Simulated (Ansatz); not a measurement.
**Run report: Ni5Ge3, geometry relaxation (part 1 of 2)**

The run: geometry relaxation of Ni5Ge3 (C2, 16 atoms in the cell). Method and program: DFT r2SCAN, scalar-relativistic, plane waves, PAW (Ansatz 0.2.0).

The structure derives from a Materials Project entry. The run did not end well. Figures and captions count atoms from 1; the log counts them from 0 in places.

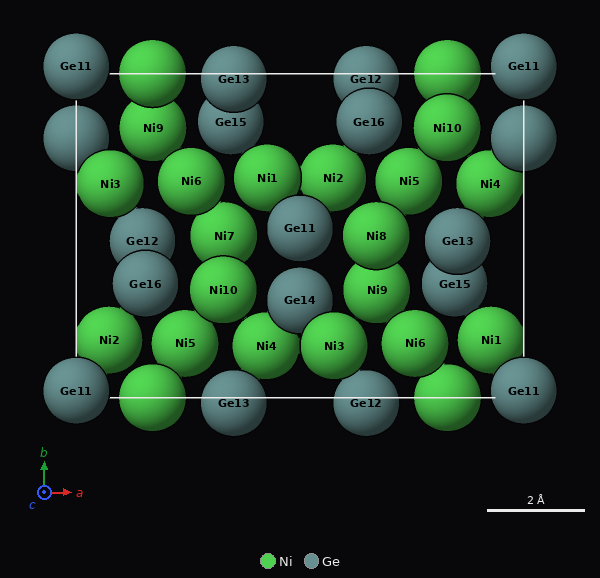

Figure 1. The input geometry (spheres-only view of the cell 2 times as large as that of the calculation, set on its symmetry axes, along the c axis; atoms are numbered from 1 in the order of the input). An atom can appear more than once, as a periodic image.

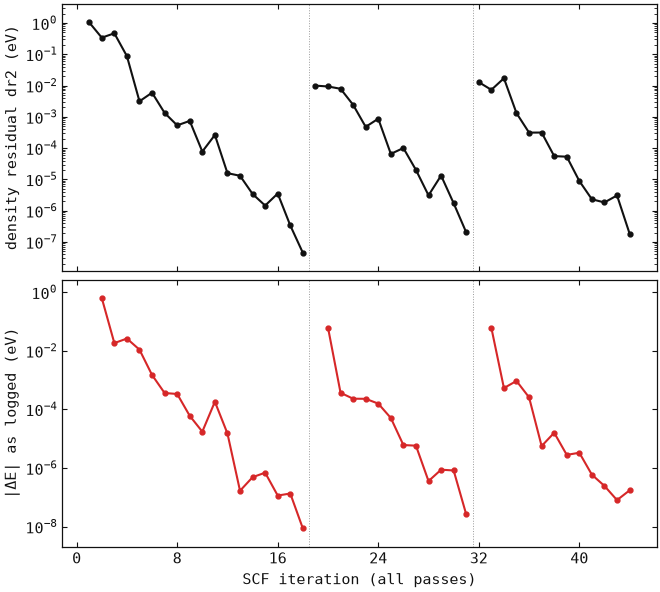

Figure 2. Convergence of the self-consistent field: density residual dr2 and size of the energy change against the SCF iteration. The dotted lines part the SCF passes of the relaxation: geometry steps, rejected trials and re-solves on a re-selected basis. The passes take 18, 13 and 13 iterations.

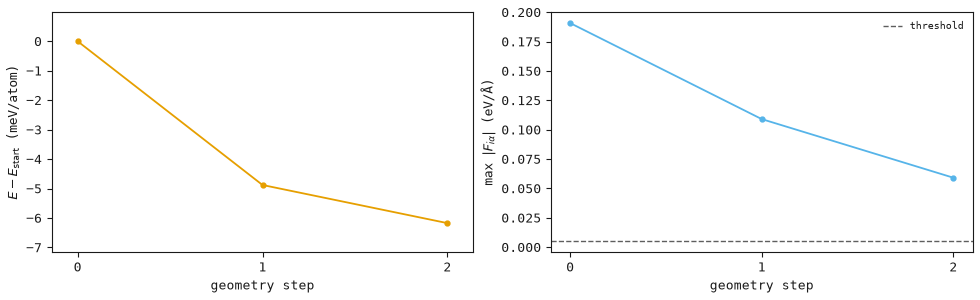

Figure 3. Progress of the relaxation, step by step (the first geometry is step 0 here and step 1 in the log).

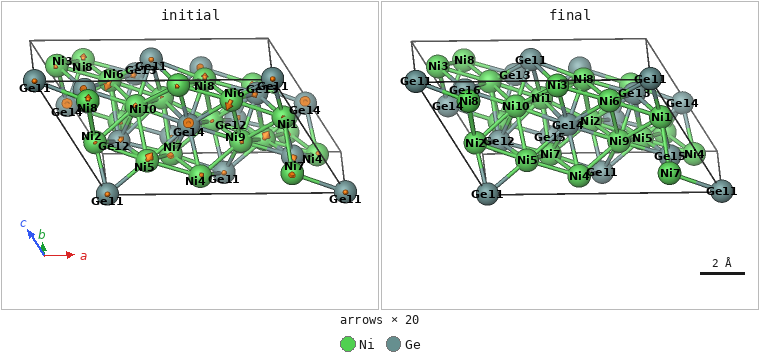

Figure 4. Before (left) and after (right) the relaxation, at one scale (ball-and-stick view of the cell 2 times as large as that of the calculation, set on its symmetry axes, seen at an oblique angle). The orange arrows give the displacements (without the part carried along by the change of the cell), magnified 20 times. The run was cut off at its time limit before the relaxation converged, so the last structure is only a point on the way. Over 2 geometry steps the energy falls by 6.2 meV per atom. The largest force component goes from 0.19 to 0.059 eV/Å. Pressure: −4.36 GPa at the start and 0.29 GPa at the end. The atom that moves furthest relative to the cell is Ge14 (0.038 Å). Largest moves by element: Ge 0.038 Å, Ni 0.027 Å. The volume changes by −2.5 %, with a 10.888 → 10.722 Å (−1.5 %), b 6.722 → 6.680 Å (−0.6 %), c 6.365 → 6.302 Å (−1.0 %), β 121.6° → 121.0°. Distances before and after: Ni1–Ge14 2.837 → 2.784 Å, Ni5–Ge13 2.849 → 2.801 Å, Ni3–Ni4 2.561 → 2.513 Å, Ni7–Ge12 2.471 → 2.425 Å. The space group stays C2 (No. 5). (Atoms are counted from 1 in the order of the input.)

These pictures come from the run below.

Input file:
```yaml
crystal:
  lattice:
    - [5.44409, -3.36078, 0.0]
    - [5.44409, 3.36078, 0.0]
    - [-3.332607, 0.0, 5.422839]
  atoms:
    - { symbol: Ni, position: [0.748547, 0.10535, 0.602685] }
    - { symbol: Ni, position: [0.89465, 0.251453, 0.397315] }
    - { symbol: Ni, position: [0.415329, 0.737157, 0.900573] }
    - { symbol: Ni, position: [0.262843, 0.584671, 0.099427] }
    - { symbol: Ni, position: [0.075129, 0.410971, 0.23702] }
    - { symbol: Ni, position: [0.589029, 0.924871, 0.76298] }
    - { symbol: Ni, position: [0.828937, 0.83033, 0.173941] }
    - { symbol: Ni, position: [0.16967, 0.171063, 0.826059] }
    - { symbol: Ni, position: [0.33831, 0.004416, 0.342001] }
    - { symbol: Ni, position: [0.995584, 0.66169, 0.657999] }
    - { symbol: Ge, position: [0.977537, 0.022463, 0.0] }
    - { symbol: Ge, position: [0.664018, 0.632009, 0.294742] }
    - { symbol: Ge, position: [0.367991, 0.335982, 0.705258] }
    - { symbol: Ge, position: [0.199264, 0.800736, 0.5] }
    - { symbol: Ge, position: [0.492864, 0.197702, 0.199919] }
    - { symbol: Ge, position: [0.802298, 0.507136, 0.800081] }
basis:
  ecutwfc: 500
kpoints:
  mp_grid: { grid: [8, 8, 8] }
hamiltonian:
  xc: r2scan
scf:
  occupations: { method: gaussian, width: 0.1 }
output:
  forces: true
  stress: true
  eigenvalues: true
relax:
  adjacent_minimum: "off"
  f_tol: 0.005
  max_steps: 80
  cell: { stress_tol: 0.05 }
```

Launch command:
```bash
ansatz run input.yaml --threads 4 --pin off --max-ram 10240MiB --backend cpu --events-out ev --progress --plain --runs-dir out
```

The program's output:
```
Engine: ansatz 0.2.0, x86_64-unknown-linux-gnu
Pseudopotentials: kind: paw
Pseudopotential: Ni, paw, valence charge 18, recommended cutoff 500 eV (meta_gga), Ni.paw.azcp
Pseudopotential: Ge, paw, valence charge 14, recommended cutoff 500 eV (meta_gga), Ge.paw.azcp
Functional definition: r2SCAN
  parameter k0 = 0.174
  parameter k1 = 0.065
  parameter a1 = 4.9479
  exchange = r2scan_x(k0 = k0, k1 = k1, a1 = a1)
  correlation = r2scan_c
Crystal: 16 atoms, lattice volume = 198.437 Å³
Basis set: ecut = 500 eV, 5055 PW (Γ), exchange–correlation on 192×192×192 points (64 copies of the dense FFT grid, shifted against one another)
Bands: 159, of which v1, the nominal top of the filled ones, is band 132 counted from 1 (131 counted from 0)
Symmetry: 2 space group operations
Space group: C2 (ITA 5), of the structure as read, at distance tolerance 5.8e-5 Å
k-points: 150 of 512 (time reversal used)
Non-local potential: Ni, projectors of the file, l = 0: 3, l = 1: 2, l = 2: 3, l = 3: 1
Non-local potential: Ge, projectors of the file, l = 0: 2, l = 1: 2, l = 2: 3, l = 3: 1
PAW form: soft (Blöchl's): semilocal exchange-correlation on the pseudo side does not see the compensation charge
PAW frozen core: Ni, regenerated for the run's functional (the file was generated under x = pbe(κ = 0.804, μ = 0.2195149727645171), c = pbe(β = 0.06672455060314922))
PAW frozen core: Ge, regenerated for the run's functional (the file was generated under x = pbe(κ = 0.804, μ = 0.2195149727645171), c = pbe(β = 0.06672455060314922))
PAW one-centre angular grid: Ni, 590 points (default); XC on 160 Gauss nodes
PAW one-centre angular grid: Ge, 590 points (default); XC on 160 Gauss nodes
Initial density: superposition of atomic densities (neutral atoms: chi_scale 0, normalization atom), corrected by the library's trained network
Initial wavefunctions: pseudopotential atomic-orbital guess
Functional: x = r2scan, c = r2scan; τ floored in thin density (d = 2e-4 eV/Å³)
SCF iter   1: F=—  HF=-84273.993749 eV  |F-HF|=—  |Δ(HF+E_count)|=         —  Δρ=2.74e-2  dr2=1.05e0  dr2_τ=4.55e-1  ethr=1.77e-3  ⟨swp⟩=5.5  Hψ=84744  notcnv=0  defer=1750
preconditioner: auto → Kerker (q_TF=auto, 2.861 Å⁻¹)  [metal: Δε(μ)=0.001 eV  Ē_g=15.596 eV  σ=0.100 eV  W_gap=0.01  n_scr=64 (ndim 8)  ℏωp=35.8 eV  f_vac=0.003  D(μ)=8.99/eV (n_scr^D=64)]
SCF iter   2: F=—  HF=-84274.625756 eV  |F-HF|=—  |Δ(HF+E_count)|=   6.32e-1  Δρ=1.67e-2  dr2=3.41e-1  dr2_τ=7.75e-3  ethr=3.97e-4  ⟨swp⟩=2.9  Hψ=43290  notcnv=0  defer=2815
SCF iter   3: F=—  HF=-84274.607426 eV  |F-HF|=—  |Δ(HF+E_count)|=   1.83e-2  Δρ=1.78e-2  dr2=4.71e-1  dr2_τ=1.89e-3  ethr=1.29e-4  ⟨swp⟩=2.0  Hψ=35909  notcnv=0  defer=2815
SCF iter   4: F=—  HF=-84274.581339 eV  |F-HF|=—  |Δ(HF+E_count)|=   2.61e-2  Δρ=7.69e-3  dr2=8.76e-2  dr2_τ=6.15e-4  ethr=1.29e-4  ⟨swp⟩=2.0  Hψ=25078  notcnv=0  defer=2815
SCF iter   5: F=—  HF=-84274.570476 eV  |F-HF|=—  |Δ(HF+E_count)|=   1.09e-2  Δρ=1.43e-3  dr2=3.15e-3  dr2_τ=1.62e-4  ethr=3.32e-5  ⟨swp⟩=2.0  Hψ=29043  notcnv=0  defer=2815
SCF iter   6: F=—  HF=-84274.571967 eV  |F-HF|=—  |Δ(HF+E_count)|=   1.49e-3  Δρ=1.97e-3  dr2=5.94e-3  dr2_τ=3.41e-5  ethr=1.19e-6  ⟨swp⟩=2.0  Hψ=36616  notcnv=0  defer=2806
SCF iter   7: F=—  HF=-84274.572328 eV  |F-HF|=—  |Δ(HF+E_count)|=   3.61e-4  Δρ=9.19e-4  dr2=1.34e-3  dr2_τ=1.07e-5  ethr=1.19e-6  ⟨swp⟩=2.0  Hψ=27859  notcnv=0  defer=2806
SCF iter   8: F=—  HF=-84274.572662 eV  |F-HF|=—  |Δ(HF+E_count)|=   3.35e-4  Δρ=5.19e-4  dr2=5.36e-4  dr2_τ=3.61e-6  ethr=5.07e-7  ⟨swp⟩=2.2  Hψ=30152  notcnv=0  defer=2804
SCF iter   9: F=—  HF=-84274.572722 eV  |F-HF|=—  |Δ(HF+E_count)|=   6.00e-5  Δρ=6.58e-4  dr2=7.44e-4  dr2_τ=2.53e-6  ethr=2.03e-7  ⟨swp⟩=2.0  Hψ=28904  notcnv=0  defer=2804
SCF iter  10: F=—  HF=-84274.572705 eV  |F-HF|=—  |Δ(HF+E_count)|=   1.73e-5  Δρ=1.94e-4  dr2=7.79e-5  dr2_τ=3.42e-7  ethr=2.03e-7  ⟨swp⟩=1.3  Hψ=21769  notcnv=0  defer=2804
SCF iter  11: F=—  HF=-84274.572523 eV  |F-HF|=—  |Δ(HF+E_count)|=   1.82e-4  Δρ=3.93e-4  dr2=2.64e-4  dr2_τ=8.54e-7  ethr=2.95e-8  ⟨swp⟩=2.0  Hψ=30369  notcnv=0  defer=2804  recentre
SCF iter  12: F=—  HF=-84274.572508 eV  |F-HF|=—  |Δ(HF+E_count)|=   1.50e-5  Δρ=1.02e-4  dr2=1.59e-5  dr2_τ=1.50e-7  ethr=2.95e-8  ⟨swp⟩=2.0  Hψ=28154  notcnv=0  defer=2804
SCF iter  13: F=—  HF=-84274.572508 eV  |F-HF|=—  |Δ(HF+E_count)|=   1.66e-7  Δρ=9.07e-5  dr2=1.31e-5  dr2_τ=1.26e-7  ethr=6.01e-9  ⟨swp⟩=2.0  Hψ=30165  notcnv=0  defer=2804
SCF iter  14: F=—  HF=-84274.572508 eV  |F-HF|=—  |Δ(HF+E_count)|=   4.83e-7  Δρ=4.76e-5  dr2=3.43e-6  dr2_τ=3.38e-8  ethr=4.98e-9  ⟨swp⟩=1.0  Hψ=21037  notcnv=0  defer=2804
SCF iter  15: F=—  HF=-84274.572509 eV  |F-HF|=—  |Δ(HF+E_count)|=   6.89e-7  Δρ=2.78e-5  dr2=1.46e-6  dr2_τ=6.58e-9  ethr=1.30e-9  ⟨swp⟩=2.0  Hψ=33670  notcnv=0  defer=2804
SCF iter  16: F=—  HF=-84274.572509 eV  |F-HF|=—  |Δ(HF+E_count)|=   1.14e-7  Δρ=4.78e-5  dr2=3.54e-6  dr2_τ=1.26e-8  ethr=5.53e-10  ⟨swp⟩=2.0  Hψ=39422  notcnv=0  defer=2804  recentre
SCF iter  17: F=—  HF=-84274.572509 eV  |F-HF|=—  |Δ(HF+E_count)|=   1.34e-7  Δρ=1.30e-5  dr2=3.38e-7  dr2_τ=1.74e-9  ethr=5.53e-10  ⟨swp⟩=2.0  Hψ=28281  notcnv=0  defer=2804
SCF iter  18: F=-84274.572509 eV  HF=-84274.572509 eV  |F-HF|=3.10e-8  |Δ(HF+E_count)|=   8.61e-9  Δρ=4.84e-6  dr2=4.51e-8  dr2_τ=2.25e-10  ethr=3.79e-11  ⟨swp⟩=8.7  Hψ=116424  notcnv=0
SCF 1 converged in 18 iterations: F = -84274.572509 eV  dr2 = 4.51e-8
  greatest PAW one-centre occupation: 1.001 electrons in one spin orbital (limit 2), on the Ni atom at site 4 (counted from 0), in its partial waves of l = 1
relax step   1: F+E_penalty+E_count = -84274.57250895 eV  Δ(F+E_penalty+E_count) = +0.000e0 eV  max|allowed force component| = 1.908e-1 eV/Å  Δτ_max = 0.0000 Å  P = -4.360 GPa  Ω = 198.437 Å³  (18 SCF iters, dr2 threshold 1.00e-7 eV, accepted)
Crystal: 16 atoms, lattice volume = 195.286 Å³
Basis set: ecut = 500 eV, 4955 PW (Γ), exchange–correlation on 192×192×192 points (64 copies of the dense FFT grid, shifted against one another)
Initial density: handed on by an earlier stage of this run
Initial wavefunctions: those handed on with the density
iter 1 solved again at ethr=3.81e-6 eV; its pass at ethr=3.10e-3 eV (dr2=1.01e-2 eV) is discarded
```
